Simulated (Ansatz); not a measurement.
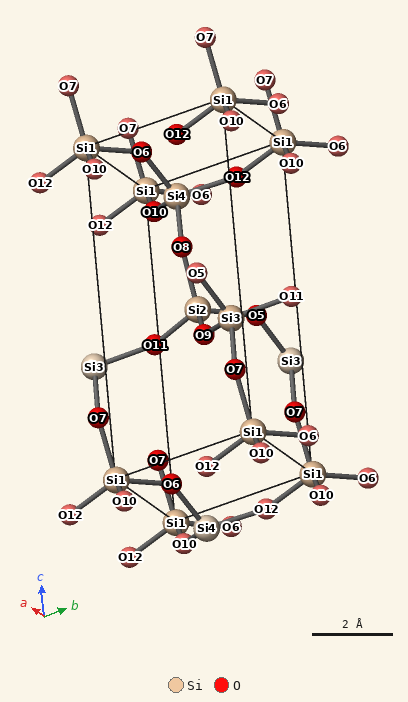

Fig. 1: The structure (ball-and-stick view of the cell of the calculation, set on other vectors, seen at an oblique angle; neighbours outside the cell are drawn fainter; atoms are numbered from 1 in the order of the input). An atom can appear more than once, as a periodic image. Near neighbours in the periodic cell (some may lie outside the picture): Si has 4 O at 1.56 to 1.67 Å; O has 2 Si at 1.56 to 1.67 Å.

**SiO2: a changed input and its effect**

System: SiO2 (P1, 12 atoms in the cell).
Method of the first run: DFT LDA, scalar-relativistic, plane waves, PAW, no spin polarisation (Ansatz 0.2.0).

The structure derives from an entry of the Crystallography Open Database. Text and figures count atoms from 1; the logs count them from 0 in places.

### The input, the first run
```yaml
crystal:
  lattice:
    - [-4.7481, 4.7481, 7.488]
    - [2.37405, -2.37405, 3.744]
    - [2.37405, 2.37405, -3.744]
  atoms:
    - { symbol: Si, position: [-0.0025029422, -0.0111939861, -0.0111156165] }
    - { symbol: Si, position: [0.5031506442, 0.0006253832, -0.0033652454] }
    - { symbol: Si, position: [0.3717335364, 0.252023781, 0.4985505677] }
    - { symbol: Si, position: [0.8773245093, 0.2546760629, 0.500593015] }
    - { symbol: O, position: [0.494906087, 0.617149781, 0.8685941128] }
    - { symbol: O, position: [0.9975951046, 0.6204711077, 0.8630359007] }
    - { symbol: O, position: [0.1845528095, 0.2483552381, 0.3760963095] }
    - { symbol: O, position: [0.6914677864, 0.2475774408, 0.3825555089] }
    - { symbol: O, position: [0.3772783596, 0.1229744998, 0.1199909015] }
    - { symbol: O, position: [0.882335041, 0.1195383846, 0.1442465592] }
    - { symbol: O, position: [0.4318490296, -0.0015049581, 0.6226544344] }
    - { symbol: O, position: [0.929207024, 0.001298493, 0.6136220777] }
basis:
  ecutwfc: 420
kpoints:
  mp_grid: { grid: [6, 6, 6] }
hamiltonian:
  xc: lda
scf:
  occupations: { method: gaussian, width: 0.02 }
output:
  forces: true
  stress: true
  eigenvalues: true
```

Launched with:
```bash
ansatz run input.yaml --threads 1 --pin off --max-ram 2560MiB --backend cpu --events-out ev --progress --plain --runs-dir out
```

Hardware: 1 thread of Intel Xeon @ 2.90GHz (Ice Lake), 192 GiB of memory available, shared host.

### Output, shortened to warnings, some set-up lines, iterations and results (the first run)
```
Basis set: ecut = 420 eV, 3275 PW (Γ)
Symmetry: 1 space group operations
k-points: 112 of 216 (time reversal used)
Initial density: superposition of atomic densities (neutral atoms: chi_scale 0, normalization atom), corrected by the library's trained network
[...]
SCF iter   1: F=—  HF=-6890.404111 eV  |F-HF|=—  |Δ(HF+E_count)|=         —  Δρ=1.21e-2  dr2=2.22e-1  ethr=1.77e-3  ⟨swp⟩=7.7  Hψ=25873  notcnv=0  defer=43
SCF iter   2: F=—  HF=-6890.342222 eV  |F-HF|=—  |Δ(HF+E_count)|=   6.19e-2  Δρ=3.31e-3  dr2=6.19e-3  ethr=3.48e-4  ⟨swp⟩=2.1  Hψ=9294  notcnv=0  defer=533
SCF iter   3: F=—  HF=-6890.340665 eV  |F-HF|=—  |Δ(HF+E_count)|=   1.56e-3  Δρ=1.49e-3  dr2=2.18e-3  ethr=9.67e-6  ⟨swp⟩=2.7  Hψ=7932  notcnv=0  defer=197
SCF iter   4: F=—  HF=-6890.340104 eV  |F-HF|=—  |Δ(HF+E_count)|=   5.62e-4  Δρ=2.18e-4  dr2=9.78e-5  ethr=3.40e-6  ⟨swp⟩=1.9  Hψ=6841  notcnv=0  defer=197
SCF iter   5: F=—  HF=-6890.340255 eV  |F-HF|=—  |Δ(HF+E_count)|=   1.51e-4  Δρ=1.49e-4  dr2=3.07e-5  ethr=1.53e-7  ⟨swp⟩=2.0  Hψ=7399  notcnv=0  defer=197
SCF iter   6: F=—  HF=-6890.340252 eV  |F-HF|=—  |Δ(HF+E_count)|=   2.20e-6  Δρ=2.03e-5  dr2=7.06e-7  ethr=4.79e-8  ⟨swp⟩=2.0  Hψ=7001  notcnv=0  defer=197
SCF iter   7: F=—  HF=-6890.340253 eV  |F-HF|=—  |Δ(HF+E_count)|=   6.30e-7  Δρ=1.04e-5  dr2=1.34e-7  ethr=1.56e-10  ⟨swp⟩=12.0  Hψ=22981  notcnv=0
SCF iter   8: F=-6890.340253 eV  HF=-6890.340253 eV  |F-HF|=6.29e-10  |Δ(HF+E_count)|=   3.60e-8  Δρ=3.83e-6  dr2=1.80e-8  ethr=1.56e-10  ⟨swp⟩=4.5  Hψ=15983  notcnv=0
SCF 1 converged in 8 iterations: F = -6890.340253 eV  dr2 = 1.80e-8
SCF converged after 8 iterations
Free energy (F): -6890.340253 eV
Harris-Foulkes:  -6890.340253 eV  (|F-HF|=6.29e-10)
Internal energy: -6890.340253 eV  (E = F + TS)
E sigma→0 (E₀):  -6890.340253 eV
Fermi energy:    3.801329 eV
--- Per-component energies (eV) ---
  E_band       = -361.772115
  E_kinetic    = 1600.166380
  E_local      = -4425.955735  (includes V_loc(G=0)·N_el)
  E_nonlocal   = 501.949803
  E_hartree    = 1609.373535
  E_xc         = -802.825907
  E_vxc        = -939.450236  (∫ρ·V_xc dr)
  E_paw        = -3131.490767  (= ΣΔE_a)
  E_vpaw       = -317.253240  (= ΣTr[D̂ρ^β])
  E_aug_tail   = 0.021126  (compensation charges beyond the density's cutoff)
  E_ewald      = -2242.691383
  E_core_change = 1.112695  (= ΣΔE_core)
  E_smearing   = -0.000000  (= −TS)
  E_closure    = 0.000000  (closes the sum)
  Σ components = -6890.340253   (vs F -6890.340253, Δ=0.00e0)
--- Forces (eV/Å), atoms counted from 1 ---
  atom   1  Si     1.16895908    -0.54512661     1.15403106
  atom   2  Si     0.40280196     0.69848729    -1.31119958
  atom   3  Si    -1.64578383    -0.33679992     0.14854979
  atom   4  Si     0.29316792    -0.05297142    -1.76315711
  atom   5  O      1.09841509    -0.09105946     1.21602166
  atom   6  O      0.55843771     0.41520472     0.51149098
  atom   7  O     -0.84069403    -0.43045620     0.02294350
  atom   8  O     -0.38932484    -0.96157575    -0.12923999
  atom   9  O      1.07973688     0.66447009    -0.87161876
  atom  10  O     -1.90349584    -0.88191975     1.47160104
  atom  11  O     -0.10795866    -0.47668173     0.80791972
  atom  12  O      0.28572923     1.99843021    -1.25735230
  max |Σ_I F_I| component: 1.00e-5 eV/Å
--- Stress (GPa, compression-positive) ---
        0.411030       0.083125       1.287336
        0.083125      -1.206054       0.026450
        1.287336       0.026450      -2.722240
  P = ⅓ Tr σ = -1.1724 GPa (-11.724 kbar)
```

The input of the second run differs as follows (lines with − go, lines with + come):
```diff
+  max_iter: 60
+  mixing: { algorithm: broyden, preconditioner: none, beta: 1.0, ndim: 1 }
+  initial_density: { chi_scale: 0, normalization: atom }
```

How does the second run compare with the first run?

Both reach the same energy, so the change doesn't alter the result. The SCF takes 38 iterations against 8. On the same kind of shared host the second run took about 6.2 times as long.

### Output, shortened to warnings, some set-up lines, iterations and results (the second run)
```
Basis set: ecut = 420 eV, 3275 PW (Γ)
Symmetry: 1 space group operations
k-points: 112 of 216 (time reversal used)
Initial density: superposition of atomic densities (neutral atoms: chi_scale 0, normalization atom)
[...]
SCF iter   1: F=—  HF=-6902.252572 eV  |F-HF|=—  |Δ(HF+E_count)|=         —  Δρ=1.55e-1  dr2=3.67e1  ethr=3.10e-3  ⟨swp⟩=6.2  Hψ=22841  notcnv=0  defer=129
SCF iter   2: F=—  HF=-6923.462212 eV  |F-HF|=—  |Δ(HF+E_count)|=    2.12e1  Δρ=2.95e-1  dr2=1.07e2  ethr=3.10e-3  ⟨swp⟩=5.6  Hψ=18304  notcnv=0  defer=572  κ⁻¹=1.0e0(r=1)
SCF iter   3: F=—  HF=-6890.407331 eV  |F-HF|=—  |Δ(HF+E_count)|=    3.31e1  Δρ=1.24e-2  dr2=2.55e-1  ethr=3.10e-3  ⟨swp⟩=4.9  Hψ=15402  notcnv=0  defer=523  κ⁻¹=1.0e0(r=1)
SCF iter   4: F=—  HF=-6890.382973 eV  |F-HF|=—  |Δ(HF+E_count)|=   2.44e-2  Δρ=9.80e-3  dr2=1.40e-1  ethr=3.98e-4  ⟨swp⟩=3.2  Hψ=10326  notcnv=0  defer=201  κ⁻¹=1.0e0(r=1)
SCF iter   5: F=—  HF=-6890.403115 eV  |F-HF|=—  |Δ(HF+E_count)|=   2.01e-2  Δρ=1.29e-2  dr2=2.10e-1  ethr=2.19e-4  ⟨swp⟩=4.0  Hψ=9968  notcnv=0  defer=89  κ⁻¹=1.0e0(r=1)
[... 29 lines ...]
SCF iter  35: F=—  HF=-6890.340254 eV  |F-HF|=—  |Δ(HF+E_count)|=   3.59e-4  Δρ=3.20e-5  dr2=1.80e-6  ethr=1.56e-6  ⟨swp⟩=5.7  Hψ=17102  notcnv=0
SCF iter  36: F=—  HF=-6890.340253 eV  |F-HF|=—  |Δ(HF+E_count)|=   6.96e-7  Δρ=5.78e-6  dr2=3.99e-8  ethr=1.56e-10  ⟨swp⟩=5.4  Hψ=22821  notcnv=0
SCF iter  37: F=-6890.340253 eV  HF=-6890.340253 eV  |F-HF|=3.82e-9  |Δ(HF+E_count)|=   1.16e-8  Δρ=1.98e-6  dr2=4.32e-9  ethr=6.23e-11  ⟨swp⟩=2.0  Hψ=16768  notcnv=0
SCF iter  38: F=-6890.340253 eV  HF=-6890.340253 eV  |F-HF|=3.83e-9  |Δ(HF+E_count)|=  9.09e-13  Δρ=1.98e-6  dr2=4.34e-9  ethr=6.75e-12  ⟨swp⟩=1.2  Hψ=16591  notcnv=0
SCF 1 converged in 38 iterations: F = -6890.340253 eV  dr2 = 4.34e-9
SCF converged after 38 iterations
Free energy (F): -6890.340253 eV
Harris-Foulkes:  -6890.340253 eV  (|F-HF|=3.83e-9)
Internal energy: -6890.340253 eV  (E = F + TS)
E sigma→0 (E₀):  -6890.340253 eV
Fermi energy:    3.801310 eV
--- Per-component energies (eV) ---
  E_band       = -361.772214
  E_kinetic    = 1600.166058
  E_local      = -4425.954492  (includes V_loc(G=0)·N_el)
  E_nonlocal   = 501.949504
  E_hartree    = 1609.372729
  E_xc         = -802.825902
  E_vxc        = -939.450227  (∫ρ·V_xc dr)
  E_paw        = -3131.490590  (= ΣΔE_a)
  E_vpaw       = -317.253075  (= ΣTr[D̂ρ^β])
  E_aug_tail   = 0.021126  (compensation charges beyond the density's cutoff)
  E_ewald      = -2242.691383
  E_core_change = 1.112695  (= ΣΔE_core)
  E_smearing   = -0.000000  (= −TS)
  E_closure    = 0.000000  (closes the sum)
  Σ components = -6890.340253   (vs F -6890.340253, Δ=0.00e0)
--- Forces (eV/Å), atoms counted from 1 ---
  atom   1  Si     1.16896198    -0.54512447     1.15405694
  atom   2  Si     0.40278248     0.69847361    -1.31120270
  atom   3  Si    -1.64576017    -0.33679010     0.14854322
  atom   4  Si     0.29316839    -0.05294563    -1.76316571
  atom   5  O      1.09840417    -0.09110201     1.21601747
  atom   6  O      0.55843067     0.41520945     0.51147180
  atom   7  O     -0.84068380    -0.43044369     0.02295464
  atom   8  O     -0.38932627    -0.96159307    -0.12926078
  atom   9  O      1.07971797     0.66449213    -0.87159207
  atom  10  O     -1.90349997    -0.88193757     1.47160051
  atom  11  O     -0.10793869    -0.47665631     0.80791604
  atom  12  O      0.28573928     1.99840163    -1.25735527
  max |Σ_I F_I| component: 1.60e-5 eV/Å
--- Stress (GPa, compression-positive) ---
        0.411023       0.083119       1.287267
        0.083119      -1.206117       0.026481
        1.287267       0.026481      -2.722272
  P = ⅓ Tr σ = -1.1725 GPa (-11.725 kbar)
```

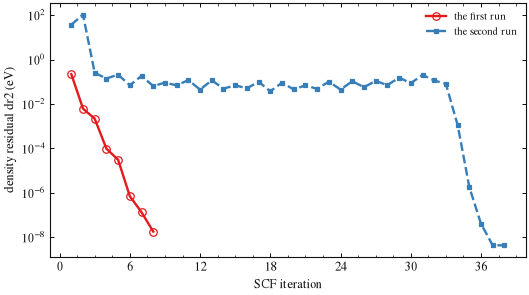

Fig. 2: Convergence of the two runs: density residual dr2 against the SCF iteration. The first run takes 8 iterations in all, and the second run takes 38.

### The two runs side by side

```tsv
quantity	the first run	the second run
outcome	converged	converged
free energy per atom (eV)	−574.1950	−574.1950
gap on the mesh (eV)	5.68	5.68
pressure (GPa)	−1.17	−1.17
largest force (eV/Å)	2.563	2.563
SCF iterations	8	38
irreducible k-points	112	112
plane waves at Γ	3275	3275
wall time (shared host)	68 s	7 min
```
